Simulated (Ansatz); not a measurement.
**Two runs on CoO**

System: CoO (2 atoms in the cell).
Method of run 1: DFT PBEsol+U, scalar-relativistic, plane waves, PAW, Ueff = 4 eV on Co d, spin-polarised (Ansatz 0.2.0).

The structure was built on a prototype by a generator; it need not be a known phase. Text and figures count atoms from 1; the logs count them from 0 in places.

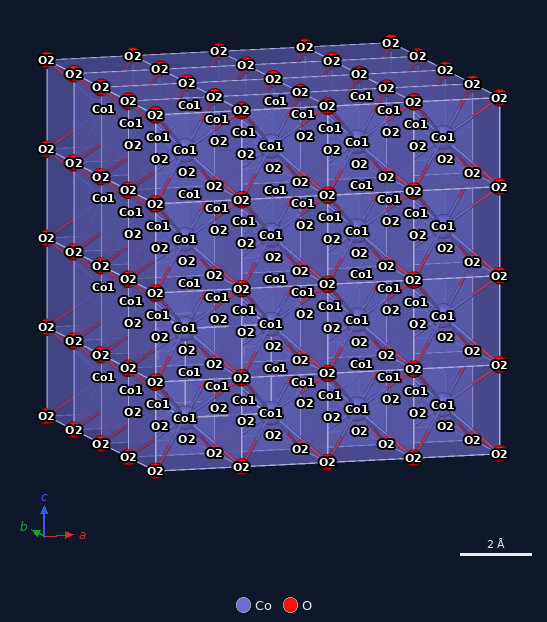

Figure 1. The structure (polyhedral view of the cell of the calculation, repeated 3 × 3 × 3, seen slightly off an axis; polyhedra are completed across the faces of the cell; atoms are numbered from 1 in the order of the input). An atom can appear more than once, as a periodic image.

## The input, run 1
```yaml
crystal:
  lattice:
    - [2.5724608895, 0.0, 0.0]
    - [0.0, 2.5724608895, 0.0]
    - [0.0, 0.0, 2.5724608895]
  atoms:
    - { symbol: Co, position: [0.0, 0.0, 0.0], spin: 3.0 }
    - { symbol: O, position: [0.5, 0.5, 0.5] }
basis:
  ecutwfc: 420
kpoints:
  mp_grid: { grid: [16, 16, 16] }
hamiltonian:
  xc: pbesol
  hubbard: { sites: [{ species: Co, l: d, u_eff: 4.0 }] }
scf:
  occupations: { method: gaussian, width: 0.05 }
output:
  forces: true
  stress: true
  eigenvalues: true
  populations: true
magnetization:
  spin_polarized: true
```

Command:
```bash
ansatz run input.yaml --threads 1 --pin off --max-ram 2560MiB --backend cpu --events-out ev --progress --plain --runs-dir out
```

Hardware: 1 thread of Arm Neoverse V1, 24 GiB of memory available, shared host.

## Output, shortened to warnings, some set-up lines, iterations and results (run 1)
```
Basis set: ecut = 420 eV, 341 PW (Γ), exchange–correlation on 36×36×36 points (8 copies of the dense FFT grid, shifted against one another)
Symmetry: 48 space group operations
k-points: 165 of 4096
Initial density: superposition of atomic densities (chi_scale 0.1, normalization cell, long waves kept (reshape's long-wave potential 0.00 eV rms))
[...]
SCF iter   1: F=—  HF=-5652.038772 eV  |F-HF|=—  |Δ(HF+E_count)|=         —  Δρ=4.69e-1 (↑1.61e-1 ↓4.69e-1)  dr2=4.79e1  dr2_m=6.56e0  M=0.909 μB ∫|m|=0.946 μB  β_m=0.30  …
SCF iter   2: F=—  HF=-5649.642425 eV  |F-HF|=—  |Δ(HF+E_count)|=    2.40e0  Δρ=1.65e-1 (↑8.72e-2 ↓1.65e-1)  dr2=3.87e0  dr2_m=9.25e-1  M=3.000 μB ∫|m|=3.001 μB  β_m=1.00  …
SCF iter   3: F=—  HF=-5649.019519 eV  |F-HF|=—  |Δ(HF+E_count)|=   6.23e-1  Δρ=5.94e-2 (↑5.94e-2 ↓5.22e-2)  dr2=9.66e-1  dr2_m=2.30e-2  M=3.000 μB ∫|m|=3.010 μB  β_m=0.30  …
SCF iter   4: F=—  HF=-5649.275093 eV  |F-HF|=—  |Δ(HF+E_count)|=   2.56e-1  Δρ=3.21e-2 (↑1.58e-2 ↓3.21e-2)  dr2=2.65e-2  dr2_m=5.99e-2  M=3.000 μB ∫|m|=3.012 μB  β_m=0.30  …
SCF iter   5: F=—  HF=-5649.658749 eV  |F-HF|=—  |Δ(HF+E_count)|=   3.84e-1  Δρ=3.74e-2 (↑1.41e-2 ↓3.74e-2)  dr2=5.64e-2  dr2_m=5.83e-2  M=3.000 μB ∫|m|=3.016 μB  β_m=0.30  …
[... 7 lines ...]
SCF iter  13: F=—  HF=-5650.501831 eV  |F-HF|=—  |Δ(HF+E_count)|=   7.05e-4  Δρ=2.55e-4 (↑2.22e-4 ↓2.55e-4)  dr2=5.84e-6  dr2_m=4.26e-6  M=3.000 μB ∫|m|=3.010 μB  β_m=0.81  …
SCF iter  14: F=—  HF=-5650.501847 eV  |F-HF|=—  |Δ(HF+E_count)|=   1.62e-5  Δρ=4.43e-5 (↑1.88e-5 ↓4.43e-5)  dr2=1.02e-7  dr2_m=1.51e-7  M=3.000 μB ∫|m|=3.010 μB  β_m=0.91  …
SCF iter  15: F=-5650.501848 eV  HF=-5650.501848 eV  |F-HF|=1.97e-8  |Δ(HF+E_count)|=   8.42e-8  Δρ=1.26e-5 (↑1.26e-5 ↓5.36e-6)  dr2=2.04e-8  dr2_m=4.82e-9  M=3.000 μB …
SCF 1 converged in 15 iterations: F = -5650.501848 eV  dr2 = 2.04e-8
SCF iter   1: F=—  HF=-5650.501848 eV  |F-HF|=—  |Δ(HF+E_count)|=         —  Δρ=1.26e-5 (↑1.26e-5 ↓5.36e-6)  dr2=2.04e-8  dr2_m=4.83e-9  M=3.000 μB ∫|m|=3.010 μB  …
preconditioner: auto → none  [insulator: Δε(μ)=1.505 eV  Ē_g=15.826 eV  σ=0.050 eV  W_gap=1.00  n_scr=6 (ndim 8)  ℏωp=34.9 eV  f_vac=0.000  D(μ)=0.00/eV (n_scr^D=0)  ε∞_Penn≈5.9]
an SCF along what the orbitals of the run's state read of its open shells (or to have them read: on a GPU, or by another smearing), with 40 of the crystal's symmetry operations given up (594 k-points in place of 165), reached no lower state that the run goes on to. This is no proof of a minimum
SCF converged after 15 iterations
Magnetization: 3.0000 μB (13.0000 up, 10.0000 down)
Absolute magnetization: 3.0082 μB (∫|ρ↑−ρ↓|, with the PAW one-centre terms)
Spin contamination: 0.0034 ħ² per cell (⟨S²⟩ above its minimum at these occupations)
Per-site moments (μB) at R_I (Å): [(2.5853867769117698, 0.9189742982264267), (0.30693503897062124, 0.9189742982264267)]
Free energy (F): -5650.501848 eV
Harris-Foulkes:  -5650.501848 eV  (|F-HF|=1.97e-8)
Internal energy: -5650.501848 eV  (E = F + TS)
E sigma→0 (E₀):  -5650.501848 eV
Fermi energy:    16.289301 eV
--- Per-component energies (eV) ---
  E_band       = -270.817863
  E_kinetic    = 619.175382
  E_local      = -3191.633890  (includes V_loc(G=0)·N_el)
  E_nonlocal   = 515.919551
  E_hartree    = 1309.425422
  E_xc         = -227.453061
  E_vxc        = -293.850169  (∫ρ·V_xc dr)
  E_hubbard    = 0.769237  (on-site DFT+U / exact-exchange correction)
  E_vhub       = -13.106765  (the Hubbard potential's part of the band-sum identity)
  E_paw        = -1638.218890  (= ΣΔE_a)
  E_vpaw       = -526.164998  (= ΣTr[D̂ρ^β])
  E_aug_tail   = 0.002472  (compensation charges beyond the density's cutoff)
  E_ewald      = -3038.711777
  E_core_change = 0.223707  (= ΣΔE_core)
  E_smearing   = -0.000000  (= −TS)
  E_closure    = -0.000000  (closes the sum)
  Σ components = -5650.501848   (vs F -5650.501848, Δ=0.00e0)
--- Forces (eV/Å), atoms counted from 1 ---
  atom   1  Co    -0.00000000     0.00000000     0.00000000
  atom   2  O      0.00000000     0.00000000     0.00000000
  max |Σ_I F_I| component: 1.62e-29 eV/Å
--- Stress (GPa, compression-positive) ---
       13.072034       0.000000       0.000000
       -0.000000      13.072034       0.000000
        0.000000       0.000000      13.072034
  P = ⅓ Tr σ = 13.0720 GPa (130.720 kbar)
Occupation matrices written to [file]
--- Löwdin populations: 2 sites ---
  site symbol       q [e]    m [muB]
     0     Co     15.8564     2.6268
     1      O      6.9999     0.3702
  spilling = 0.006249 (of n_electrons = 23.000000)
```

Run 2 used a changed input.

## The two runs side by side

```tsv
quantity	run 1	run 2
outcome	converged	converged
free energy per atom (eV)	−2825.2509	−2825.5916
gap on the mesh (eV)	1.51	0.00
net moment of the cell (μB)	3.00	3.00
absolute moment of the cell (μB)	3.01	3.01
pressure (GPa)	13.07	7.02
largest force (eV/Å)	0.000	0.000
irreducible k-points	165	165
plane waves at Γ	341	341
wall time (shared host)	28 s	69 s
```

Which change of the input explains these differences?

The change (lines with − go, lines with + come):
```diff
-  hubbard: { sites: [{ species: Co, l: d, u_eff: 4.0 }] }
+  hubbard: { sites: [{ species: Co, l: d, u_eff: 1.0 }] }
```

The total energies belong to different models, so their difference says nothing on which is more stable or more accurate. The gap of 1.51 eV on the mesh closes. The pressure goes from 13.07 to 7.02 GPa. U penalises partly filled orbitals: filled states of the shell move down and empty ones up, so the larger U gives the wider gap. On the same kind of shared host run 2 took about 2.5 times as long.

## Output, shortened to warnings, some set-up lines, iterations and results (run 2)
```
Basis set: ecut = 420 eV, 341 PW (Γ), exchange–correlation on 36×36×36 points (8 copies of the dense FFT grid, shifted against one another)
Symmetry: 48 space group operations
k-points: 165 of 4096
Initial density: superposition of atomic densities (chi_scale 0.1, normalization cell, long waves kept (reshape's long-wave potential 0.00 eV rms))
[...]
SCF iter   1: F=—  HF=-5654.659509 eV  |F-HF|=—  |Δ(HF+E_count)|=         —  Δρ=5.07e-1 (↑1.66e-1 ↓5.07e-1)  dr2=5.23e1  dr2_m=8.40e0  M=0.703 μB ∫|m|=0.734 μB  β_m=0.30  …
SCF iter   2: F=—  HF=-5651.732460 eV  |F-HF|=—  |Δ(HF+E_count)|=    2.93e0  Δρ=1.82e-1 (↑9.30e-2 ↓1.82e-1)  dr2=4.94e0  dr2_m=1.05e0  M=3.000 μB ∫|m|=3.000 μB  β_m=1.00  …
SCF iter   3: F=—  HF=-5650.808054 eV  |F-HF|=—  |Δ(HF+E_count)|=   9.24e-1  Δρ=6.42e-2 (↑6.42e-2 ↓5.24e-2)  dr2=1.13e0  dr2_m=2.38e-2  M=3.000 μB ∫|m|=3.003 μB  β_m=0.30  …
SCF iter   4: F=—  HF=-5650.890133 eV  |F-HF|=—  |Δ(HF+E_count)|=   8.21e-2  Δρ=2.34e-2 (↑1.98e-2 ↓2.34e-2)  dr2=1.03e-2  dr2_m=6.18e-2  M=3.000 μB ∫|m|=3.005 μB  β_m=0.30  …
SCF iter   5: F=—  HF=-5651.002938 eV  |F-HF|=—  |Δ(HF+E_count)|=   1.13e-1  Δρ=1.73e-2 (↑1.73e-2 ↓1.36e-2)  dr2=1.53e-2  dr2_m=2.69e-2  M=3.000 μB ∫|m|=3.009 μB  β_m=0.65  …
[... 11 lines ...]
SCF iter   1: F=—  HF=-5651.183212 eV  |F-HF|=—  |Δ(HF+E_count)|=         —  Δρ=8.23e-6 (↑5.04e-6 ↓8.23e-6)  dr2=5.98e-9  dr2_m=2.47e-9  M=3.000 μB ∫|m|=3.015 μB  …
SCF iter   2: F=—  HF=-5651.177182 eV  |F-HF|=—  |Δ(HF+E_count)|=   6.03e-3  Δρ=5.49e-3 (↑1.66e-3 ↓5.49e-3)  dr2=4.88e-3  dr2_m=7.31e-4  M=3.000 μB ∫|m|=3.015 μB  …
SCF iter   3: F=—  HF=-5651.183153 eV  |F-HF|=—  |Δ(HF+E_count)|=   5.97e-3  Δρ=3.54e-4 (↑1.08e-4 ↓3.54e-4)  dr2=1.39e-5  dr2_m=4.62e-6  M=3.000 μB ∫|m|=3.015 μB  …
SCF iter   4: F=-5651.183212 eV  HF=-5651.183212 eV  |F-HF|=1.95e-9  |Δ(HF+E_count)|=   5.96e-5  Δρ=4.15e-6 (↑2.18e-6 ↓4.15e-6)  dr2=2.44e-9  dr2_m=5.35e-10  M=3.000 μB …
SCF 2 converged in 4 iterations: F = -5651.183212 eV  dr2 = 2.44e-9
an SCF along what the orbitals of the run's state read of its open shells (or to have them read: on a GPU, or by another smearing), with 40 of the crystal's symmetry operations given up (594 k-points in place of 165), reached no lower state that the run goes on to. This is no proof of a minimum
SCF converged after 15 iterations
Magnetization: 3.0000 μB (13.0000 up, 10.0000 down)
Absolute magnetization: 3.0148 μB (∫|ρ↑−ρ↓|, with the PAW one-centre terms)
Spin contamination: 0.0049 ħ² per cell (⟨S²⟩ above its minimum at these occupations)
Per-site moments (μB) at R_I (Å): [(2.50133823941805, 0.9189742982264267), (0.41638860864018234, 0.9189742982264267)]
Free energy (F): -5651.183212 eV
Harris-Foulkes:  -5651.183212 eV  (|F-HF|=2.00e-9)
Internal energy: -5651.182510 eV  (E = F + TS)
E sigma→0 (E₀):  -5651.182861 eV
Entropy (-TS):   -0.000702 eV (-0.351 meV/atom)
Fermi energy:    16.184108 eV
--- Per-component energies (eV) ---
  E_band       = -259.205081
  E_kinetic    = 619.509155
  E_local      = -3194.338198  (includes V_loc(G=0)·N_el)
  E_nonlocal   = 515.920670
  E_hartree    = 1311.828326
  E_xc         = -227.384474
  E_vxc        = -293.772774  (∫ρ·V_xc dr)
  E_hubbard    = 0.298204  (on-site DFT+U / exact-exchange correction)
  E_vhub       = -3.109700  (the Hubbard potential's part of the band-sum identity)
  E_paw        = -1638.530592  (= ΣΔE_a)
  E_vpaw       = -527.078112  (= ΣTr[D̂ρ^β])
  E_aug_tail   = 0.002469  (compensation charges beyond the density's cutoff)
  E_ewald      = -3038.711777
  E_core_change = 0.223707  (= ΣΔE_core)
  E_smearing   = -0.000702  (= −TS)
  E_closure    = 0.000000  (closes the sum)
  Σ components = -5651.183212   (vs F -5651.183212, Δ=0.00e0)
--- Forces (eV/Å), atoms counted from 1 ---
  atom   1  Co    -0.00000000     0.00000000     0.00000000
  atom   2  O      0.00000000    -0.00000000     0.00000000
  max |Σ_I F_I| component: 1.02e-29 eV/Å
--- Stress (GPa, compression-positive) ---
        7.018790       0.000000       0.000000
        0.000000       7.018790       0.000000
        0.000000       0.000000       7.018790
  P = ⅓ Tr σ = 7.0188 GPa (70.188 kbar)
Occupation matrices written to [file]
--- Löwdin populations: 2 sites ---
  site symbol       q [e]    m [muB]
     0     Co     15.9383     2.5121
     1      O      6.9221     0.4928
  spilling = 0.006072 (of n_electrons = 23.000000)
```

For both runs: The electronic state found may not be the lowest one. For run 1: The cell is under a pressure of 13.1 GPa at this level, so it is not at its equilibrium volume. For run 2: The cell is under a pressure of 7.0 GPa at this level, so it is not at its equilibrium volume.
